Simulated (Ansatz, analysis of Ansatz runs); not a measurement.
# Optical absorption band of the F+ centre in CaO (HSE06 on PBE structures)

Aim: the optical absorption band of the F+ centre in CaO, to be set beside the measurement. Set-up: HSE06 on PBE structures, 32-site cell, PBE lattice, 420 eV, k: the zone centre alone. The model is a cell of 32 host atoms with 1 O taken out. The excitation energy is a difference of total energies with one electron moved up within one spin channel. Exact exchange opens the gap, stiffens bonds and lessens the self-interaction error, at many times the cost.

What was measured. Vertical absorption energy: 3.7 eV, by optical absorption (quoted in “Electronic Structure of the F Center in the Alkaline Earth Oxides”, 1976, T. M. Wilson and R. F. Wood, quoting earlier work (1968)).

Program: Ansatz 0.2.0. Level of theory: plane-wave PAW DFT, PBE; relaxation of all atoms of a defect supercell. Results are calculated unless marked as measured.

**1. Set-up**

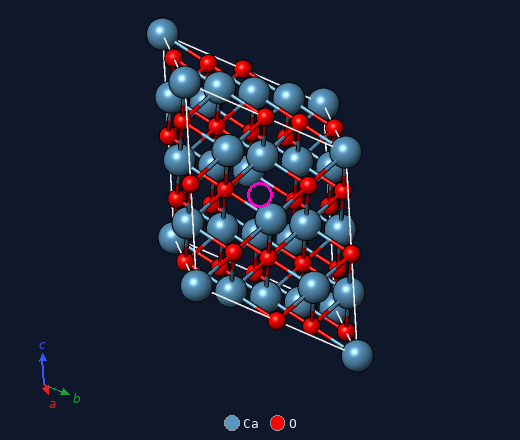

The cell as given, slightly off an axis (calcium blue, oxygen red). A ring marks the centre wherever it is empty. Some periodic images of atoms are drawn too.

The cell holds 31 atoms: 16 Ca and 15 O. Its edges and angles: a = 8.367 Å, b = 8.367 Å, c = 8.367 Å, α = 109.5°, β = 109.5°, γ = 109.5°. It derives from CaO (space group Fm-3m). Nearest the centre at fractional (0.500, 0.500, 0.500): Ca7 at 2.42 Å, Ca6 at 2.42 Å, Ca15 at 2.42 Å, Ca16 at 2.42 Å, Ca12 at 2.42 Å, Ca10 at 2.42 Å, O18 at 3.42 Å, O20 at 3.42 Å. The cell carries charge +1.

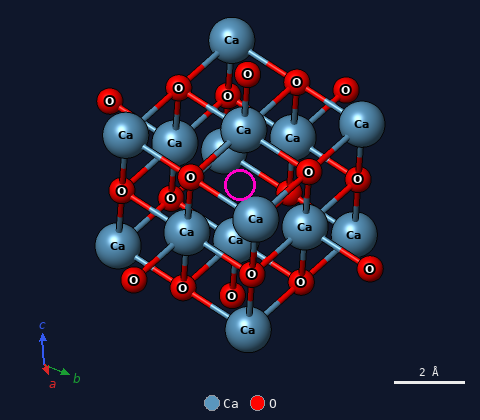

The atoms within 5 Å of the centre. A ring marks the centre wherever it is empty.

The host's primitive cell comes from a first run (plane-wave PAW DFT, PBE; relaxation of the host's cell and atoms): vectors of 3.416, 3.416 and 3.416 Å. That is 14.09 Å³ an atom. The supercell is built on it.

**2. Relaxation, charge +1**

Every later number rests on the structure around the defect, so the atoms are relaxed at the host's lattice first.

Input file relax/input.yaml:

```yaml
relax:
  f_tol: 0.02
  max_steps: 80
  escape_saddle: false
crystal:
  lattice:
    - [-4.83077861, 4.83077861, 4.83077861]
    - [4.83077861, -4.83077861, 4.83077861]
    - [4.83077861, 4.83077861, -4.83077861]
  atoms:
    - { symbol: Ca, position: [0.0, 0.0, 0.0] }
    - { symbol: Ca, position: [0.0, 0.25, 0.75] }
    - { symbol: Ca, position: [0.0, 0.5, 0.5] }
    - { symbol: Ca, position: [0.0, 0.75, 0.25] }
    - { symbol: Ca, position: [0.25, 0.0, 0.75] }
    - { symbol: Ca, position: [0.25, 0.25, 0.5] }
    - { symbol: Ca, position: [0.25, 0.5, 0.25] }
    - { symbol: Ca, position: [0.25, 0.75, 0.0] }
    - { symbol: Ca, position: [0.5, 0.0, 0.5] }
    - { symbol: Ca, position: [0.5, 0.25, 0.25] }
    - { symbol: Ca, position: [0.5, 0.5, 0.0] }
    - { symbol: Ca, position: [0.5, 0.75, 0.75] }
    - { symbol: Ca, position: [0.75, 0.0, 0.25] }
    - { symbol: Ca, position: [0.75, 0.25, 0.0] }
    - { symbol: Ca, position: [0.75, 0.5, 0.75] }
    - { symbol: Ca, position: [0.75, 0.75, 0.5] }
    - { symbol: O, position: [0.0, 0.0, 0.5] }
    - { symbol: O, position: [0.0, 0.25, 0.25] }
    - { symbol: O, position: [0.0, 0.5, 0.0] }
    - { symbol: O, position: [0.0, 0.75, 0.75] }
    - { symbol: O, position: [0.25, 0.0, 0.25] }
    - { symbol: O, position: [0.25, 0.25, 0.0] }
    - { symbol: O, position: [0.25, 0.5, 0.75] }
    - { symbol: O, position: [0.25, 0.75, 0.5] }
    - { symbol: O, position: [0.5, 0.0, 0.0] }
    - { symbol: O, position: [0.5, 0.25, 0.75] }
    - { symbol: O, position: [0.5, 0.75, 0.25] }
    - { symbol: O, position: [0.75, 0.0, 0.75] }
    - { symbol: O, position: [0.75, 0.25, 0.5] }
    - { symbol: O, position: [0.75, 0.5, 0.25] }
    - { symbol: O, position: [0.75, 0.75, 0.0] }
total_charge: 1
basis:
  ecutwfc: 420
  xc_grid: 2
hamiltonian:
  xc: pbe
kpoints:
  mp_grid: { grid: [1, 1, 1] }
magnetization:
  spin_polarized: true
  initial_magnetization: 1
  spin_locking: { lock_magnetization: hard }
scf:
  occupations: { method: fermi_dirac, width: 0.01 }
  max_iter: 120
output:
  forces: true
checkpoint:
  write: "../relax.run"
  compress: false
  write_wavefunctions: true
  write_every: 100000
```

Launch:

```console
$ ansatz run input.yaml --threads 2 --pin off --max-ram 3768MiB --backend cpu --events-out ev --progress --plain --runs-dir out
```

Numbers of over 12 decimals in the logs are rounded to 6 here.

The log of the run:

```text
[... repeated set-up lines and file paths are left out, and long positions are rounded to six places ...]
Engine: ansatz 0.2.0, x86_64-unknown-linux-gnu
Pseudopotentials: kind: paw
Pseudopotential: Ca, paw, valence charge 10, recommended cutoff 420 eV (normal), Ca.paw.azcp
Pseudopotential: O, paw, valence charge 6, recommended cutoff 420 eV (normal), O.paw.azcp
Functional definition: PBE
  parameter kappa = 0.804
  parameter beta = 0.066725
  exchange = pbe_x(kappa = kappa, mu = beta*pi^2/3)
  correlation = pbe_c(beta = beta)
Crystal: 31 atoms, lattice volume = 450.932 Å³
Basis set: ecut = 420 eV, 8781 PW (Γ), exchange–correlation on 120×120×120 points (8 copies of the dense FFT grid, shifted against one another)
Bands: 156, of which v1, the nominal top of the filled ones, is band 125 counted from 1 (124 counted from 0)
Symmetry: 48 space group operations
Space group: Im-3m (ITA 229), of the structure as read, at distance tolerance 7.7e-5 Å
Magnetic group: BNS 229.140 (UNI 1642), of the structure as read, at distance tolerance 7.7e-5 Å
k-points: 1
Non-local potential: Ca, projectors of the file, l = 0: 3, l = 1: 2, l = 2: 2
Non-local potential: O, projectors of the file, l = 0: 2, l = 1: 2, l = 2: 1
PAW form: soft (Blöchl's): semilocal exchange-correlation on the pseudo side does not see the compensation charge
PAW one-centre angular grid: Ca, 110 points (default); XC on 64 Gauss nodes
PAW one-centre angular grid: O, 110 points (default); XC on 64 Gauss nodes
Initial density: superposition of atomic densities (chi_scale 0.1, normalization cell, long waves kept (reshape's long-wave potential 0.23 eV rms))
Starting moments: Σ|m| = 1 μB on 31 of 31 sites
Initial wavefunctions: pseudopotential atomic-orbital guess
Functional: x = pbe(κ = 0.804, μ = 0.219515), c = pbe(β = 0.066725)
SCF iter   1: F=—  HF=-37651.180635 eV  |F-HF|=—  |Δ(HF+E_count)|=         —  Δρ=5.04e-2 (↑5.04e-2 ↓5.00e-2)  dr2=4.46e1  dr2_m=6.09e-2  M=1.000 μB ∫|m|=1.029 μB  β_m=0.30  ethr=3.10e-3  ⟨swp⟩=11.0  Hψ=1658  notcnv=0  defer=9
preconditioner: auto → Resta (q_TF=auto, 2.471 Å⁻¹)  ε∞=3.4  [insulator: Δε(μ)=0.130 eV  Ē_g=16.605 eV  σ=0.010 eV  W_gap=1.00  n_scr=134 (ndim 8)  ℏωp=25.8 eV  f_vac=0.000  D(μ)=0.52/eV (n_scr^D=0)  ε∞_Penn≈3.4]
spin=Collinear: Resta preconditioning applied to the charge; magnetization (m = ρ↑ − ρ↓) channel mixes plain (no charge-response kernel on spin).
SCF iter   2: F=—  HF=-37642.160028 eV  |F-HF|=—  |Δ(HF+E_count)|=    9.02e0  Δρ=1.98e-2 (↑1.84e-2 ↓1.98e-2)  dr2=7.45e0  dr2_m=3.77e-2  M=1.000 μB ∫|m|=1.026 μB  β_m=0.36  ethr=3.10e-3  ⟨swp⟩=3.5  Hψ=616  notcnv=0  defer=48
SCF iter   3: F=—  HF=-37640.818107 eV  |F-HF|=—  |Δ(HF+E_count)|=    1.34e0  Δρ=1.16e-2 (↑1.07e-2 ↓1.16e-2)  dr2=2.58e0  dr2_m=1.53e-2  M=1.000 μB ∫|m|=1.030 μB  β_m=0.58  ethr=2.99e-3  ⟨swp⟩=3.0  Hψ=546  notcnv=0  defer=48
SCF iter   4: F=—  HF=-37640.746221 eV  |F-HF|=—  |Δ(HF+E_count)|=   7.19e-2  Δρ=3.54e-3 (↑3.50e-3 ↓3.54e-3)  dr2=1.77e-1  dr2_m=3.03e-4  M=1.000 μB ∫|m|=1.037 μB  β_m=0.69  ethr=1.04e-3  ⟨swp⟩=2.5  Hψ=531  notcnv=0  defer=48
SCF iter   5: F=—  HF=-37640.821692 eV  |F-HF|=—  |Δ(HF+E_count)|=   7.55e-2  Δρ=2.41e-3 (↑2.41e-3 ↓2.40e-3)  dr2=9.25e-2  dr2_m=1.78e-5  M=1.000 μB ∫|m|=1.041 μB  β_m=0.60  ethr=7.13e-5  ⟨swp⟩=3.0  Hψ=453  notcnv=0  defer=48
SCF iter   6: F=—  HF=-37640.816051 eV  |F-HF|=—  |Δ(HF+E_count)|=   5.64e-3  Δρ=3.32e-4 (↑3.25e-4 ↓3.32e-4)  dr2=1.61e-3  dr2_m=1.10e-5  M=1.000 μB ∫|m|=1.041 μB  β_m=0.80  ethr=3.71e-5  ⟨swp⟩=2.0  Hψ=438  notcnv=0  defer=52
SCF iter   7: F=—  HF=-37640.819006 eV  |F-HF|=—  |Δ(HF+E_count)|=   2.95e-3  Δρ=8.83e-5 (↑8.83e-5 ↓8.71e-5)  dr2=7.61e-5  dr2_m=2.14e-7  M=1.000 μB ∫|m|=1.042 μB  β_m=0.90  ethr=6.45e-7  ⟨swp⟩=2.5  Hψ=521  notcnv=0  defer=52
SCF iter   8: F=—  HF=-37640.819167 eV  |F-HF|=—  |Δ(HF+E_count)|=   1.61e-4  Δρ=1.11e-5 (↑1.11e-5 ↓1.10e-5)  dr2=1.56e-6  dr2_m=7.48e-9  M=1.000 μB ∫|m|=1.042 μB  β_m=0.95  ethr=4.02e-9  ⟨swp⟩=4.0  Hψ=899  notcnv=0
SCF iter   9: F=-37640.819170 eV  HF=-37640.819170 eV  |F-HF|=8.09e-8  |Δ(HF+E_count)|=   2.92e-6  Δρ=2.39e-6 (↑2.39e-6 ↓2.24e-6)  dr2=6.88e-8  dr2_m=2.13e-10  M=1.000 μB ∫|m|=1.042 μB  ethr=6.25e-10  ⟨swp⟩=1.0  Hψ=830  notcnv=0
SCF 1 converged in 9 iterations: F = -37640.819170 eV  dr2 = 6.88e-8
  greatest PAW one-centre occupation: 0.995 electrons in one spin orbital (limit 2), on the Ca atom at site 11 (counted from 0), in its partial waves of l = 0
relax step   1: F+E_penalty+E_count = -37640.81916980 eV  Δ(F+E_penalty+E_count) = +0.000e0 eV  max|allowed force component| = 1.463e0 eV/Å  Δτ_max = 0.0000 Å  (9 SCF iters, dr2 threshold 1.00e-5 eV, accepted)
[... the SCF cycles and remarks between the steps are left out from here to the last step ...]
relax step   2: F+E_penalty+E_count = -37641.01014529 eV  Δ(F+E_penalty+E_count) = -1.910e-1 eV  max|allowed force component| = 1.259e0 eV/Å  Δτ_max = 0.1953 Å  (7 SCF iters, dr2 threshold 1.00e-4 eV, accepted)
relax step   3: F+E_penalty+E_count = -37641.35035844 eV  Δ(F+E_penalty+E_count) = -3.402e-1 eV  max|allowed force component| = 2.388e-1 eV/Å  Δτ_max = 0.0661 Å  (6 SCF iters, dr2 threshold 9.91e-5 eV, accepted)
relax step   4: F+E_penalty+E_count = -37641.36368098 eV  Δ(F+E_penalty+E_count) = -1.332e-2 eV  max|allowed force component| = 1.204e-2 eV/Å  Δτ_max = 0.0189 Å  (6 SCF iters, dr2 threshold 3.56e-6 eV, accepted)
iter 1 solved again at ethr=1.26e-10 eV; its pass at ethr=3.10e-3 eV (dr2=3.14e-7 eV) is discarded
SCF iter   1: F=—  HF=-37641.363681 eV  |F-HF|=—  |Δ(HF+E_count)|=         —  Δρ=4.67e-6 (↑4.67e-6 ↓4.50e-6)  dr2=3.11e-7  dr2_m=5.65e-10  M=1.000 μB ∫|m|=1.036 μB  β_m=0.30  ethr=1.26e-10  ⟨swp⟩=1.0  Hψ=870  notcnv=0  defer=52
iter 2 did not close the SCF: its close was put off for a magnetic moment that had not settled (scf_convergence_deferred on its scf_iter line)
SCF iter   2: F=-37641.363681 eV  HF=-37641.363681 eV  |F-HF|=5.15e-9  |Δ(HF+E_count)|=   6.12e-8  Δρ=1.38e-6 (↑1.38e-6 ↓1.32e-6)  dr2=2.53e-8  dr2_m=3.11e-10  M=1.000 μB ∫|m|=1.036 μB  β_m=0.35  ethr=4.02e-11  ⟨swp⟩=2.0  Hψ=746  notcnv=0
SCF iter   3: F=-37641.363681 eV  HF=-37641.363681 eV  |F-HF|=3.57e-9  |Δ(HF+E_count)|=   1.16e-9  Δρ=7.29e-7 (↑7.03e-7 ↓7.29e-7)  dr2=7.03e-9  dr2_m=1.31e-10  M=1.000 μB ∫|m|=1.036 μB  ethr=1.02e-11  ⟨swp⟩=1.0  Hψ=665  notcnv=0
SCF 5 converged in 3 iterations: F = -37641.363681 eV  dr2 = 7.03e-9
relax step   5: F+E_penalty+E_count = -37641.36368118 eV  Δ(F+E_penalty+E_count) = -2.013e-7 eV  max|allowed force component| = 1.205e-2 eV/Å  Δτ_max = 0.0000 Å  (3 SCF iters, accepted)
NSCF: frozen V_eff on 1 k-points
the band table was solved once a step of the walk had ended and its energy, with any forces and stress, was formed, with the checks that follow a solve (1452 applications of the Hamiltonian). They found nothing against the state; [...]
SCF converged after 3 iterations
Magnetization: 1.0000 μB (125.0000 up, 124.0000 down)
Absolute magnetization: 1.0383 μB (∫|ρ↑−ρ↓|, with the PAW one-centre terms)
Spin contamination: 0.0014 ħ² per cell (⟨S²⟩ above its minimum at these occupations)
Per-site moments (μB) at R_I (Å): [(0.000156311, 0.996376), (0.000880831, 0.996348), (0.000156311, 0.996376), [... 28 left out ...]
Free energy (F): -37641.363681 eV
Harris-Foulkes:  -37641.363681 eV  (|F-HF|=3.57e-9)
Internal energy: -37641.363681 eV  (E = F + TS)
E sigma→0 (E₀):  -37641.363681 eV
Fermi energy:    9.562466 (↑ 9.982851, ↓ 8.822104) eV
--- Per-component energies (eV) ---
  E_band       = -1705.447133
  E_kinetic    = 7106.036519
  E_local      = -14697.210675  (includes V_loc(G=0)·N_el)
  E_nonlocal   = 1733.677013
  E_hartree    = 4950.108850
  E_xc         = -3327.680066
  E_vxc        = -4184.686098  (∫ρ·V_xc dr)
  E_paw        = -16101.384303  (= ΣΔE_a)
  E_vpaw       = -1563.516818  (= ΣTr[D̂ρ^β])
  E_aug_tail   = 0.035892  (compensation charges beyond the density's cutoff)
  E_ewald      = -17304.946911
  E_smearing   = -0.000000  (= −TS)
  E_closure    = 0.000000  (closes the sum)
  E_deformation_potential = 18.671034  (in the stress; not in F)
  Σ components = -37641.363681   (vs F -37641.363681, Δ=0.00e0)
--- Forces (eV/Å), atoms counted from 1 ---
  atom   1  Ca    -0.00000000     0.00000000     0.00000000
  atom   2  Ca     0.00000000    -0.00000000    -0.00000000
  atom   3  Ca    -0.00000000     0.00000000    -0.00000000
  atom   4  Ca    -0.00000000     0.00000000    -0.00000000
  atom   5  Ca     0.00000000    -0.00000000     0.00000000
  atom   6  Ca    -0.00000000     0.00000000    -0.00295093
  atom   7  Ca     0.00000000    -0.00295093     0.00000000
  atom   8  Ca    -0.00000000     0.00000000    -0.00000000
  atom   9  Ca    -0.00000000    -0.00000000    -0.00000000
  atom  10  Ca    -0.00295093    -0.00000000    -0.00000000
  atom  11  Ca    -0.00000000    -0.00000000    -0.00000000
  atom  12  Ca     0.00295093     0.00000000     0.00000000
  atom  13  Ca    -0.00000000     0.00000000    -0.00000000
  atom  14  Ca     0.00000000    -0.00000000     0.00000000
  atom  15  Ca    -0.00000000     0.00295093     0.00000000
  atom  16  Ca    -0.00000000    -0.00000000     0.00295093
  atom  17  O     -0.00000000     0.00000000     0.00000000
  atom  18  O     -0.00000000     0.01204547     0.01204547
  atom  19  O      0.00000000     0.00000000     0.00000000
  atom  20  O      0.00000000    -0.01204547    -0.01204547
  atom  21  O      0.01204547     0.00000000     0.01204547
  atom  22  O      0.01204547     0.01204547    -0.00000000
  atom  23  O     -0.01204547    -0.00000000     0.01204547
  atom  24  O     -0.01204547     0.01204547    -0.00000000
  atom  25  O      0.00000000     0.00000000    -0.00000000
  atom  26  O      0.00000000    -0.01204547     0.01204547
  atom  27  O     -0.00000000     0.01204547    -0.01204547
  atom  28  O     -0.01204547    -0.00000000    -0.01204547
  atom  29  O      0.01204547    -0.01204547     0.00000000
  atom  30  O      0.01204547     0.00000000    -0.01204547
  atom  31  O     -0.01204547    -0.01204547     0.00000000
  max |Σ_I F_I| component: 6.94e-18 eV/Å
--- Band table (eV) ---
  k-point 0 ↑: bands = ["-30.3758", "-30.3234", "-30.3234", "-30.3234", [... 148 left out ...] "14.6428", "14.7106", "14.7106", "15.0560"]
  k-point 0 ↓: bands = ["-30.3586", "-30.2978", "-30.2978", "-30.2965", [... 148 left out ...] "14.6771", "14.7202", "14.7202", "15.0780"]
--- Relaxed structure (5 steps of the walk, 5 accepted, 0 SCFs on fresh bases) ---
  F+E_penalty+E_count = -37641.36368118 eV   max|allowed force component| = 1.205e-2 eV/Å
  atoms:
    - { symbol: Ca, position: [1.143901242311995e-19, 2.707715598890421e-19, 2.476039397915839e-19] }
    - { symbol: Ca, position: [0.0, 0.250000, 0.75] }
    - { symbol: Ca, position: [1.143901242311997e-19, 0.5, 0.5] }
    - { symbol: Ca, position: [0.0, 0.75, 0.250000] }
    - { symbol: Ca, position: [0.250000, 0.0, 0.75] }
    - { symbol: Ca, position: [0.238585, 0.238585, 0.5] }
    - { symbol: Ca, position: [0.238585, 0.5, 0.238585] }
    - { symbol: Ca, position: [0.250000, 0.75, 0.0] }
    - { symbol: Ca, position: [0.5, 2.707715598890418e-19, 0.5] }
    - { symbol: Ca, position: [0.5, 0.238585, 0.238585] }
    - { symbol: Ca, position: [0.5, 0.5, 2.4760393979158377e-19] }
    - { symbol: Ca, position: [0.500000, 0.761415, 0.761415] }
    - { symbol: Ca, position: [0.75, 0.0, 0.250000] }
    - { symbol: Ca, position: [0.75, 0.250000, 0.0] }
    - { symbol: Ca, position: [0.761415, 0.500000, 0.761415] }
    - { symbol: Ca, position: [0.761415, 0.761415, 0.5] }
    - { symbol: O, position: [0.0, 0.0, 0.5] }
    - { symbol: O, position: [0.002651, 0.251326, 0.251326] }
    - { symbol: O, position: [0.0, 0.5, 0.0] }
    - { symbol: O, position: [-0.002651, 0.748674, 0.748674] }
    - { symbol: O, position: [0.251326, 0.002651, 0.251326] }
    - { symbol: O, position: [0.251326, 0.251326, 0.002651] }
    - { symbol: O, position: [0.251326, 0.500000, 0.748674] }
    - { symbol: O, position: [0.251326, 0.748674, 0.500000] }
    - { symbol: O, position: [0.5, 0.0, 0.0] }
    - { symbol: O, position: [0.500000, 0.251326, 0.748674] }
    - { symbol: O, position: [0.5, 0.748674, 0.251326] }
    - { symbol: O, position: [0.748674, -0.002651, 0.748674] }
    - { symbol: O, position: [0.748674, 0.251326, 0.500000] }
    - { symbol: O, position: [0.748674, 0.5, 0.251326] }
    - { symbol: O, position: [0.748674, 0.748674, -0.002651] }
```

Elapsed: 17 s, on 2 threads of Intel Xeon Platinum 8488C (Sapphire Rapids), shared host; peak memory 0.8 GiB.

The steps of the relaxation:

| step | energy less that of the first step (eV) | largest force component (eV/Å) |
| --- | --- | --- |
| 1 | 0.0000 | 1.4628 |
| 2 | -0.1910 | 1.2591 |
| 3 | -0.5312 | 0.2388 |
| 4 | -0.5445 | 0.0120 |
| 5 | -0.5445 | 0.0120 |

Forces are held to the 48 operations that the run works with; a distortion that breaks them can't arise in this run.

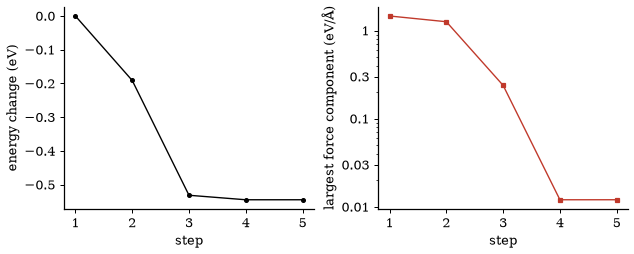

Energy and largest force along the relaxation.

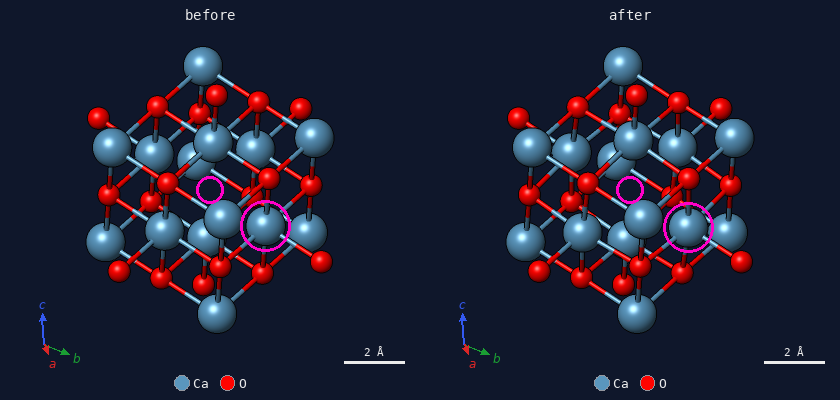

Before and after: the atoms that start within 5 Å of the centre. Ca16, which moves most, is ringed if it is among them. A ring with no atom in it marks the empty centre.

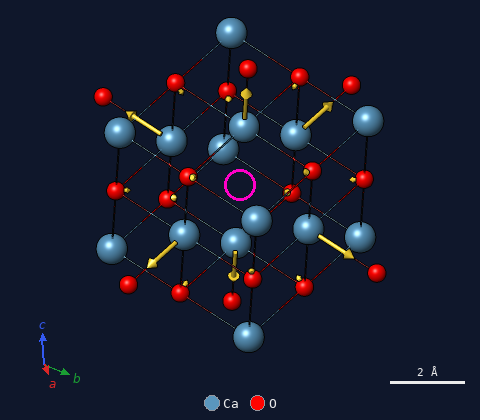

Displacements in the relaxation near the centre, exaggerated; the longest in the cell stands for 0.11 Å. A ring marks the centre wherever it is empty.

The atoms that moved most (Å):

| atom | dx | dy | dz | length |
| --- | --- | --- | --- | --- |
| Ca16 | 0.000 | 0.000 | 0.110 | 0.110 |
| Ca12 | 0.110 | 0.000 | 0.000 | 0.110 |
| Ca15 | 0.000 | 0.110 | 0.000 | 0.110 |
| Ca6 | 0.000 | 0.000 | -0.110 | 0.110 |
| Ca10 | -0.110 | 0.000 | 0.000 | 0.110 |
| Ca7 | 0.000 | -0.110 | 0.000 | 0.110 |
| O21 | 0.013 | 0.000 | 0.013 | 0.018 |
| O22 | 0.013 | 0.013 | 0.000 | 0.018 |

The relaxed structure:

```xyz
31
Lattice="-4.8308 4.8308 4.8308 4.8308 -4.8308 4.8308 4.8308 4.8308 -4.8308" Properties=species:S:1:pos:R:3 pbc="T T T"
Ca    0.0000    0.0000    0.0000
Ca    4.8308    2.4154   -2.4154
Ca    4.8308    0.0000    0.0000
Ca    4.8308   -2.4154    2.4154
Ca    2.4154    4.8308   -2.4154
Ca    2.4154    2.4154   -0.1103
Ca    2.4154   -0.1103    2.4154
Ca    2.4154   -2.4154    4.8308
Ca    0.0000    4.8308    0.0000
Ca   -0.1103    2.4154    2.4154
Ca    0.0000    0.0000    4.8308
Ca    4.9411    2.4154    2.4154
Ca   -2.4154    4.8308    2.4154
Ca   -2.4154    2.4154    4.8308
Ca    2.4154    4.9411    2.4154
Ca    2.4154    2.4154    4.9411
O     2.4154    2.4154   -2.4154
O     2.4154    0.0128    0.0128
O     2.4154   -2.4154    2.4154
O     7.2462   -0.0128   -0.0128
O     0.0128    2.4154    0.0128
O     0.0128    0.0128    2.4154
O     4.8180    2.4154    0.0128
O     4.8180    0.0128    2.4154
O    -2.4154    2.4154    2.4154
O     2.4154    4.8180    0.0128
O     2.4154    0.0128    4.8180
O    -0.0128    7.2462   -0.0128
O     0.0128    4.8180    2.4154
O     0.0128    2.4154    4.8180
O    -0.0128   -0.0128    7.2462
```

The atoms nearest to the centre after the run:

| atom | distance (Å) |
| --- | --- |
| Ca7 | 2.526 |
| Ca6 | 2.526 |
| Ca10 | 2.526 |
| Ca15 | 2.526 |
| Ca12 | 2.526 |
| Ca16 | 2.526 |
| O20 | 3.398 |
| O18 | 3.398 |
| O28 | 3.398 |
| O22 | 3.398 |
| O31 | 3.398 |
| O21 | 3.398 |
| O30 | 3.398 |
| O23 | 3.398 |
| O26 | 3.398 |
| O29 | 3.398 |

This step gave:

| Quantity | Value |
| --- | --- |
| free energy | -37641.3637 eV |
| total moment | 1 μB |
| integral of the absolute spin density | 1.038 μB |
| spin contamination | 0.001439 |

(Continued in part 2 of 2.)

[Logs are printed without paths, hosts, clocks, repeated set-up lines and the standing remarks that a program may print on its own settings, such as how far it seeks lower states.]

[Hosts, paths, dates, database ids (printed as entryN), source tags and the programs' standing remarks are cut or masked in the printed files.]

[For some hosts the program warned that the k-mesh of the response run may be too coarse for force constants and the static dielectric constant; such warnings are not shown here.]
